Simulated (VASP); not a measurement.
Cu₃Au: geometry relaxation (part 1 of 2)

System: Cu₃Au (4 atoms in the cell).
Method: Kohn-Sham DFT of a periodic cell, BLYP, VASP PAW PBE potentials, recommended, no spin polarisation (VASP 6.6.1).

The structure derives from an entry of the Crystallography Open Database.

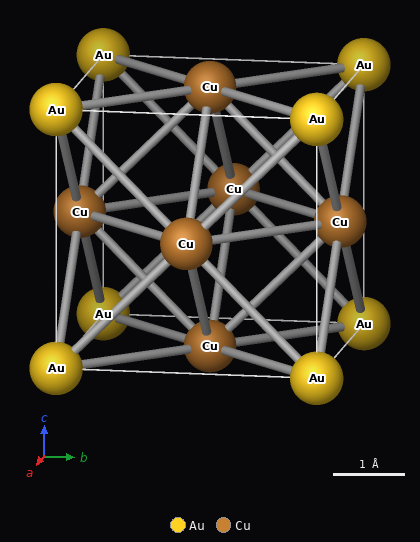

**Figure 1.** The input geometry (ball-and-stick view of the cell of the calculation, seen slightly off an axis). Near neighbours in the crystal (not all of them lie inside the picture): Au has 12 Cu at 2.64 Å; Cu has 4 Au at 2.64 Å and 8 Cu at 2.64 Å.

## Key numbers

- outcome: converged
- space group (tolerance 0.01 Å): Pm-3m (221)
- electrons treated: 44
- free energy: −11.5545 eV
- Fermi energy: 7.446 eV
- gap on the k-point mesh: none (metallic)
- pressure: 0.01 GPa
- final volume: 57.99 Å³
- largest force (length of the vector) at the end: under 0.001 eV/Å
- final cell: a = 3.871 Å, b = 3.871 Å, c = 3.871 Å, α = 90.00°, β = 90.00°, γ = 90.00°
- hardware: 1 thread of Intel Xeon @ 2.90GHz (Ice Lake), 128 GiB of memory available, shared host
- wall time: 2.6 min
- peak memory: 0.19 GiB

Spin–orbit coupling is left out, which matters for Au. The volume changed by more than 5 % on the plane waves of the start, so the result carries a basis error; a second relaxation from the end is advised.

## INCAR
```
SYSTEM = Cu3Au
PREC = Accurate
ENCUT = 600
EDIFF = 1E-6
ISMEAR = -1
SIGMA = 0.05
LREAL = .FALSE.
LASPH = .TRUE.
NELM = 100
ALGO = Normal
ISIF = 3
LWAVE = .FALSE.
LCHARG = .FALSE.
GGA = B5
ALDAX = 1.0
AGGAX = 1.0
AGGAC = 1.0
ALDAC = 0.0
IBRION = 2
NSW = 60
EDIFFG = -0.005
```

## KPOINTS
```
regular mesh
0
G
  7 7 7
  0 0 0
```

## POSCAR
```
Cu3Au
1.0
    3.7400000000      0.0000000000      0.0000000000
    0.0000000000      3.7400000000      0.0000000000
    0.0000000000      0.0000000000      3.7400000000
Au Cu
1 3
Direct
    0.0000000000      0.0000000000      0.0000000000
    0.5000000000      0.5000000000      0.0000000000
    0.5000000000      0.0000000000      0.5000000000
    0.0000000000      0.5000000000      0.5000000000
```

Launched with:
```bash
cat potpaw_PBE.64/Au/POTCAR potpaw_PBE.64/Cu/POTCAR > POTCAR
mpirun -np 1 vasp_std > vasp.out
```

## OSZICAR
```
N       E                     dE             d eps       ncg     rms          rms(c)
DAV:   1     0.389665202778E+03    0.38967E+03   -0.22924E+04  1064   0.309E+03
DAV:   2     0.271155165972E+02   -0.36255E+03   -0.35277E+03  1048   0.482E+02
DAV:   3    -0.123763801472E+02   -0.39492E+02   -0.37819E+02  1240   0.199E+02
DAV:   4    -0.137795069877E+02   -0.14031E+01   -0.13925E+01  1428   0.416E+01
DAV:   5    -0.137944773144E+02   -0.14970E-01   -0.14957E-01  1508   0.374E+00    0.148E+01
DAV:   6    -0.121517601887E+02    0.16427E+01   -0.22265E+01  1178   0.107E+02    0.636E+00
DAV:   7    -0.113714353472E+02    0.78032E+00   -0.54792E+00  1254   0.772E+01    0.458E+00
DAV:   8    -0.113407966129E+02    0.30639E-01   -0.34136E-01  1528   0.937E+00    0.289E+00
DAV:   9    -0.113380583297E+02    0.27383E-02   -0.21197E-01  1622   0.114E+01    0.163E+00
DAV:  10    -0.113177024671E+02    0.20356E-01   -0.10103E-01  1654   0.863E+00    0.170E-01
DAV:  11    -0.113183923776E+02   -0.68991E-03   -0.93105E-03  1512   0.116E+00    0.155E-01
DAV:  12    -0.113182722232E+02    0.12015E-03   -0.33020E-04  1532   0.219E-01    0.424E-02
DAV:  13    -0.113182566375E+02    0.15586E-04   -0.10377E-04  1498   0.105E-01    0.895E-03
DAV:  14    -0.113182561647E+02    0.47277E-06   -0.59592E-06   864   0.283E-02
   1 F= -.11318256E+02 E0= -.11312086E+02  d E =-.113183E+02
       N       E                     dE             d eps       ncg     rms          rms(c)
DAV:   1    -0.326393999431E+02   -0.21321E+02   -0.44843E+02  1230   0.446E+02    0.335E+01
DAV:   2    -0.136672166250E+02    0.18972E+02   -0.10517E+02  1230   0.245E+02    0.634E+00
DAV:   3    -0.124023505163E+02    0.12649E+01   -0.14420E+01  1294   0.845E+01    0.109E+01
DAV:   4    -0.118176689076E+02    0.58468E+00   -0.10824E+00  1470   0.309E+01    0.722E+00
DAV:   5    -0.114894377823E+02    0.32823E+00   -0.78813E-01  1610   0.224E+01    0.142E+00
DAV:   6    -0.114713809229E+02    0.18057E-01   -0.12232E-01  1586   0.614E+00    0.640E-01
DAV:   7    -0.114681001435E+02    0.32808E-02   -0.16718E-02  1614   0.232E+00    0.817E-02
DAV:   8    -0.114683347635E+02   -0.23462E-03   -0.14031E-03  1282   0.463E-01    0.107E-01
DAV:   9    -0.114682429349E+02    0.91829E-04   -0.25341E-04  1664   0.304E-01    0.363E-02
DAV:  10    -0.114682454608E+02   -0.25259E-05   -0.61197E-05  1582   0.929E-02    0.933E-03
DAV:  11    -0.114682463277E+02   -0.86684E-06   -0.10873E-05  1246   0.433E-02    0.645E-03
DAV:  12    -0.114682463400E+02   -0.12337E-07   -0.68199E-07   562   0.187E-02
   2 F= -.11468246E+02 E0= -.11461830E+02  d E =-.149990E+00
       N       E                     dE             d eps       ncg     rms          rms(c)
DAV:   1    -0.160480123622E+02   -0.45798E+01   -0.65754E+01  1168   0.141E+02    0.179E+01
DAV:   2    -0.141756971176E+02    0.18723E+01   -0.51697E+01  1178   0.166E+02    0.958E+00
DAV:   3    -0.115545964225E+02    0.26211E+01   -0.12155E+01  1282   0.114E+02    0.223E+00
DAV:   4    -0.115955641418E+02   -0.40968E-01   -0.90698E-01  1166   0.792E+00    0.203E+00
DAV:   5    -0.115772650889E+02    0.18299E-01   -0.28443E-01  1608   0.135E+01    0.128E+00
DAV:   6    -0.115553997199E+02    0.21865E-01   -0.72238E-02  1552   0.749E+00    0.461E-01
DAV:   7    -0.115546331633E+02    0.76656E-03   -0.17397E-02  1580   0.152E+00    0.128E-01
DAV:   8    -0.115545189405E+02    0.11422E-03   -0.13677E-03  1288   0.440E-01    0.266E-02
DAV:   9    -0.115545062104E+02    0.12730E-04   -0.97244E-05  1266   0.834E-02    0.200E-02
DAV:  10    -0.115545017175E+02    0.44929E-05   -0.12653E-05  1456   0.719E-02    0.406E-03
DAV:  11    -0.115545021527E+02   -0.43517E-06   -0.22197E-06   664   0.265E-02
   3 F= -.11554502E+02 E0= -.11547843E+02  d E =-.236246E+00
```

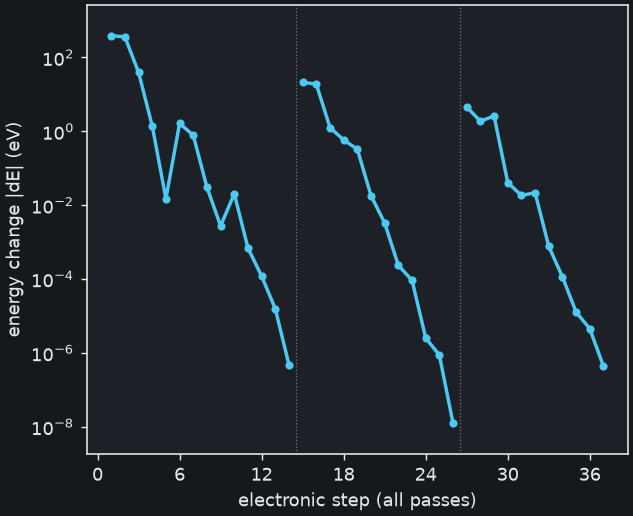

**Figure 2.** Convergence of the self-consistent field: energy change |dE| against the electronic step. Each stretch between dotted lines is the SCF of one geometry step of a relaxation. The 3 ionic steps take 11 to 14 electronic steps each. The density is held fixed in the first few steps, and dE rises again when its update begins.

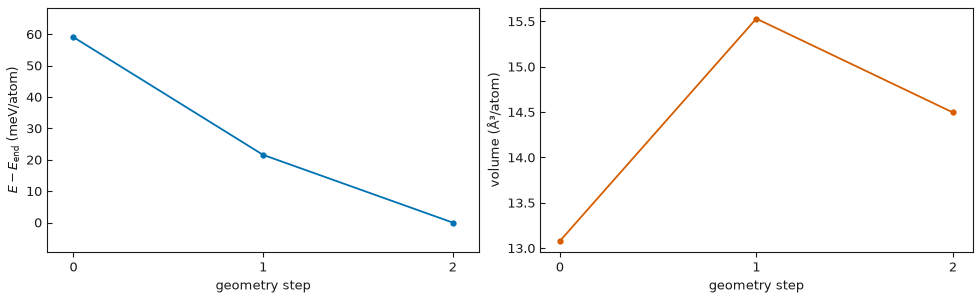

**Figure 3.** Progress of the relaxation, step by step (steps are counted from 0).

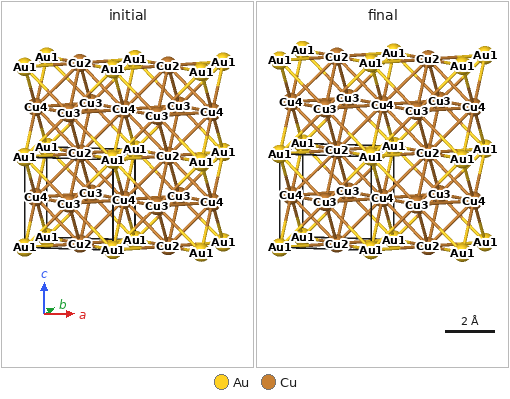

**Figure 4.** Before (left) and after (right) the relaxation, at one scale (ball-and-stick view of the cell of the calculation, repeated 2 × 1 × 2, seen slightly off an axis). After 2 geometry steps the energy has fallen by 59.1 meV per atom. All forces vanish by symmetry, so only the cell relaxes. The atoms keep their places relative to the cell (all moves are under 0.005 Å). The volume changes by +10.8 %, with a = b = c 3.740 → 3.871 Å (+3.5 %). Among the contacts that change: Au1–Cu2 2.645 → 2.737 Å, Cu2–Cu3 2.645 → 2.737 Å. The space group stays Pm-3m (No. 221). (Atoms are counted from 1 in the order of the input.)

## Parts of OUTCAR
```
SYSTEM = Cu3Au
   PREC = Accurate
   ENCUT = 600
   EDIFF = 1E-6
   ISMEAR = -1
   LREAL = .FALSE.
   LASPH = .TRUE.
   NELM = 100
   ISIF = 3
   GGA = B5
   IBRION = 2
   NSW = 60
   EDIFFG = -0.005

 ion  position               nearest neighbor table
   1  0.000  0.000  0.000-   2 2.64   3 2.64   4 2.64   3 2.64   4 2.64   2 2.64   4 2.64   4 2.64
                             2 2.64   3 2.64   3 2.64   2 2.64
   2  0.500  0.500  0.000-   1 2.64   3 2.64   4 2.64   3 2.64   4 2.64   1 2.64   3 2.64   3 2.64
                             1 2.64   4 2.64   4 2.64   1 2.64
   3  0.500  0.000  0.500-   1 2.64   2 2.64   4 2.64   1 2.64   2 2.64   2 2.64   4 2.64   2 2.64
                             1 2.64   4 2.64   1 2.64   4 2.64
   4  0.000  0.500  0.500-   1 2.64   2 2.64   3 2.64   1 2.64   2 2.64   1 2.64   3 2.64   1 2.64
                             2 2.64   3 2.64   2 2.64   3 2.64

  LATTYP: Found a simple cubic cell.
 ALAT       =     3.7400000000

  Lattice vectors:

 A1 = (   3.7400000000,   0.0000000000,   0.0000000000)
 A2 = (   0.0000000000,   3.7400000000,   0.0000000000)
 A3 = (   0.0000000000,   0.0000000000,   3.7400000000)

Analysis of symmetry for initial positions (statically):
=====================================================================
 Subroutine PRICEL returns:
 Original cell was already a primitive cell.

 Routine SETGRP: Setting up the symmetry group for a
 simple cubic supercell.

 Subroutine GETGRP returns: Found 48 space group operations
 (whereof 48 operations were pure point group operations)
 out of a pool of 48 trial point group operations.

The static configuration has the point symmetry O_h .

Analysis of symmetry for dynamics (positions and initial velocities):
=====================================================================
 Subroutine PRICEL returns:
 Original cell was already a primitive cell.

 Routine SETGRP: Setting up the symmetry group for a
 simple cubic supercell.

 Subroutine GETGRP returns: Found 48 space group operations
 (whereof 48 operations were pure point group operations)
 out of a pool of 48 trial point group operations.

The dynamic configuration has the point symmetry O_h .

 Subroutine INISYM returns: Found 48 space group operations
 (whereof 48 operations are pure point group operations),
 and found     1 'primitive' translations

----------------------------------------------------------------------------------------

                                     Primitive cell

  volume of cell :      52.3136

  direct lattice vectors                    reciprocal lattice vectors
     3.740000000  0.000000000  0.000000000     0.267379679  0.000000000  0.000000000
     0.000000000  3.740000000  0.000000000     0.000000000  0.267379679  0.000000000
     0.000000000  0.000000000  3.740000000     0.000000000  0.000000000  0.267379679

  length of vectors
     3.740000000  3.740000000  3.740000000     0.267379679  0.267379679  0.267379679

  position of ions in fractional coordinates (direct lattice)
     0.000000000  0.000000000  0.000000000
     0.500000000  0.500000000  0.000000000
     0.500000000  0.000000000  0.500000000
     0.000000000  0.500000000  0.500000000

  ion indices of the primitive-cell ions
   primitive index   ion index
                 1           1
                 2           2
                 3           3
                 4           4

----------------------------------------------------------------------------------------

 KPOINTS: regular mesh

Automatic generation of k-mesh.
 Grid dimensions read from file:
 generate k-points for:    7    7    7

 Generating k-lattice:

  Cartesian coordinates                     Fractional coordinates (reciprocal lattice)
     0.038197097  0.000000000  0.000000000     0.142857143  0.000000000  0.000000000
     0.000000000  0.038197097  0.000000000     0.000000000  0.142857143  0.000000000
     0.000000000  0.000000000  0.038197097     0.000000000  0.000000000  0.142857143

  Length of vectors
     0.038197097  0.038197097  0.038197097

  Shift w.r.t. Gamma in fractional coordinates (k-lattice)
     0.000000000  0.000000000  0.000000000

 Subroutine IBZKPT returns following result:
 ===========================================

 Found     20 irreducible k-points:

 Following reciprocal coordinates:
            Coordinates               Weight
  0.000000  0.000000  0.000000      1.000000
  0.142857  0.000000  0.000000      6.000000
  0.285714  0.000000  0.000000      6.000000
  0.428571  0.000000  0.000000      6.000000
  0.142857  0.142857  0.000000     12.000000
  0.285714  0.142857  0.000000     24.000000
  0.428571  0.142857  0.000000     24.000000
  0.285714  0.285714  0.000000     12.000000
  0.428571  0.285714  0.000000     24.000000
  0.428571  0.428571  0.000000     12.000000
  0.142857  0.142857  0.142857      8.000000
  0.285714  0.142857  0.142857     24.000000
  0.428571  0.142857  0.142857     24.000000
  0.285714  0.285714  0.142857     24.000000
  0.428571  0.285714  0.142857     48.000000
  0.428571  0.428571  0.142857     24.000000
  0.285714  0.285714  0.285714      8.000000
  0.428571  0.285714  0.285714     24.000000
  0.428571  0.428571  0.285714     24.000000
  0.428571  0.428571  0.428571      8.000000
   k-points           NKPTS =     20   k-points in BZ     NKDIM =     20   number of bands    NBANDS=     26
   number of dos      NEDOS =    301   number of ions     NIONS =      4
   total plane-waves  NPLWV =  27000
   dimension x,y,z NGX =    30 NGY =   30 NGZ =   30
   dimension x,y,z NGXF=    60 NGYF=   60 NGZF=   60
   ions per type =               1   3
   NGX,Y,Z   is equivalent  to a cutoff of  13.34, 13.34, 13.34 a.u.
   NGXF,Y,Z  is equivalent  to a cutoff of  26.67, 26.67, 26.67 a.u.
 SYSTEM =  Cu3Au
   PREC   = accura    normal or accurate (medium, high low for compatibility)
   ISTART =      0    job   : 0-new  1-cont  2-samecut
   ICHARG =      2    charge: 1-file 2-atom 10-const
   ISPIN  =      1    spin polarized calculation?
   LNONCOLLINEAR =      F non collinear calculations
   LSORBIT =      F    spin-orbit coupling
   LASPH  =      T    aspherical Exc in radial PAW
   ENCUT  =  600.0 eV  44.10 Ry    6.64 a.u.   7.47  7.47  7.47*2*pi/ulx,y,z
   NELM   =    100;   NELMIN=  2; NELMDL= -5     # of ELM steps
   EDIFF  = 0.1E-05   stopping-criterion for ELM
   LREAL  =      F    real-space projection
   EDIFFG = -.5E-02   stopping-criterion for IOM
   NSW    =     60    number of steps for IOM
   IBRION =      2    ionic relax: 0-MD 1-quasi-New 2-CG
   NFREE  =      1    steps in history (QN), initial steepest desc. (CG)
   ISIF   =      3    stress and relaxation
   ISYM   =      2    0-nonsym 1-usesym 2-fastsym
   POTIM  = 0.5000    time-step for ionic-motion
   TEBEG  =    0.0;   TEEND  =   0.0 temperature during run
   PSTRESS=    0.0 pullay stress
   NELECT =      44.0000    total number of electrons
   NUPDOWN=      -1.0000    fix difference up-down
   EMIN   =  10.00;   EMAX   =-10.00  energy-range for DOS
   EFERMI =   0.00;   METHOD = LEGACY
   ISMEAR =    -1;   SIGMA  =   0.05  broadening in eV -4-tet -1-fermi 0-gaus
   EFERMI_NEDOS =   21; number of points for ismear=-14 and -15
   IALGO  =     38    algorithm
   IMIX   =      4    mixing-type and parameters
     AMIX     =   0.40;   BMIX     =  1.00
     AMIX_MAG =   1.60;   BMIX_MAG =  1.00
  volume/ion in A,a.u.               =      13.08        88.26
  Fermi-wavevector in a.u.,A,eV,Ry     =   1.545328  2.920247 32.491255  2.388040
  Thomas-Fermi vector in A             =   2.650723
   LORBIT       =      0    0 simple, 1 ext, 2 COOP (PROOUT), +10 PAW based schemes
   GGA     = B5    functional components
   LHFCALC =     F    Hartree Fock is set to
   AEXX    =    0.0000 exact exchange contribution
   IVDW    =     0    specifies the selected vdW correction
   LEPSILON=     F    determine dielectric tensor
   LRPA    =     F    only Hartree local field effects (RPA)
 conjugate gradient relaxation of ions
 non-spin polarized calculation
  energy-cutoff  :      600.00
  volume of cell :       52.31
 maximum number of plane-waves:      1767
 NGX is ok and might be reduce to    30
   NGX = 15   NGY = 15   NGZ = 15

--------------------------------------- Ionic step        1  -------------------------------------------
```
